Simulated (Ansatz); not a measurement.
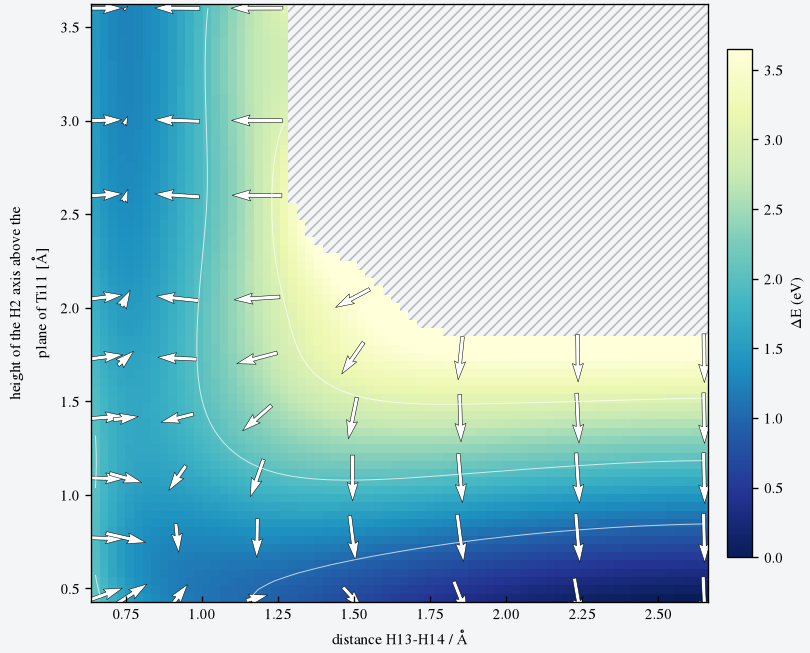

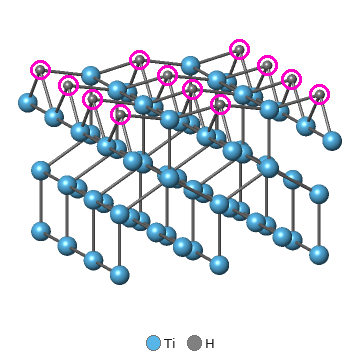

Energy landscape of H₂ on a Ti(100) slab cut from the P6/mmm phase, its upper half relaxed before the scan (12 atoms of substrate and one adsorbate in a 2 × 1 cell). H2 lies flat over one site of a rigid substrate while its bond length and height are varied; it sits over a hollow of the top layer over the deeper atom Ti9, heights counted from the top plane, its axis along the first surface vector. The first coordinate is: distance H13-H14; the second: height of the H2 axis above the plane of Ti11. The grid has 8 × 9 points. At 15 points there is no value (left out: too close to the surface, or the stretched molecule far from it). Points are written as (first, second). Energies: eV, counted from the lowest grid point. Method: DFT PBE, scalar-relativistic, plane waves, PAW in Ansatz. Settings: cutoff 420 eV, k-mesh 5×6×1, gaussian smearing 0.1 eV, no spin polarisation.

In the figure: a smooth colour map with a few white contour lines, arrows along the force (downhill), their lengths compressed, hatched blanks where no value was computed. Between grid points the surface is interpolated. The second picture is the structure at the lowest point; rings mark the moved atoms.

Q: Describe this landscape.

A: The lowest grid point is at (2.650 Å, 0.45 Å). It lies at the edge of the scanned range, so the true minimum may lie outside. The highest grid point, (1.495 Å, 2.05 Å), lies 3.65 eV above the lowest. On the interpolated surface the lowest path from the intact molecule far from the surface, (0.750 Å, 3.60 Å), to the stretched end of the scan, (2.650 Å, 0.45 Å), has its top at about (0.79 Å, 1.40 Å), about 0.4 eV above the start and 1.6 eV above the end.

Time for the 57 points that were run: 56 min on 4 threads of Arm Neoverse N1, with other jobs on the host.

PAW datasets: the set soft_1.
